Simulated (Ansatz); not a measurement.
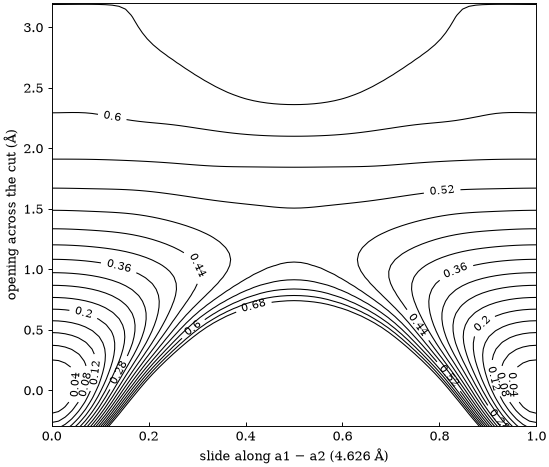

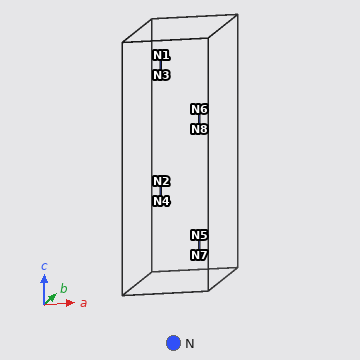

Energy landscape of N (P6_3/mmc, No. 194; 8 atoms in the cell). Rigid slide and opening across a plane, one cut a cell; the plane is (0 0 1) of the conventional cell. The first coordinate is: slide along a1 − a2 (4.626 Å); the second: opening across the cut. Nothing is relaxed (rigid halves). The grid has 12 × 7 points; 49 points were computed and 35 follow by symmetry. Points are written as (first, second). Energies are in meV/Å², from the lowest grid point. These are results of Ansatz 0.2.0, DFT PBEsol, scalar-relativistic, plane waves, PAW, not measurements. Settings: cutoff 520 eV, k-mesh 6×6×2 in the order of the run's cell vectors, gaussian smearing 0.05 eV, no spin polarisation.

In the figure: contour lines labelled in meV/Å² (none above 0.68). Between grid points the surface is interpolated. The second picture is the structure at the lowest point

What does the map say about the system?

Answer. The lowest grid point is at (0.000, 0.0 Å). It is the only kind of minimum in the scanned range. The highest grid point, (0.500, −0.3 Å), lies 11.26 meV/Å² above the lowest. On the interpolated surface the easiest way out of the lowest well to its copy in the next cell or period passes a barrier of about 0.51 meV/Å². The gap on the k-mesh is 7.4 eV at the lowest point and runs from 7.0 to 7.5 eV over the map.

Each point was launched as `ansatz run input.yaml --threads 2 --pin off --max-ram 4096MiB --backend cpu --events-out ev --progress --plain --runs-dir out`. The whole map (49 points run) took 6.8 min on 2 threads of Intel(R) Xeon(R) Platinum 8375C CPU @ 2.90GHz (Ice Lake) (shared host).
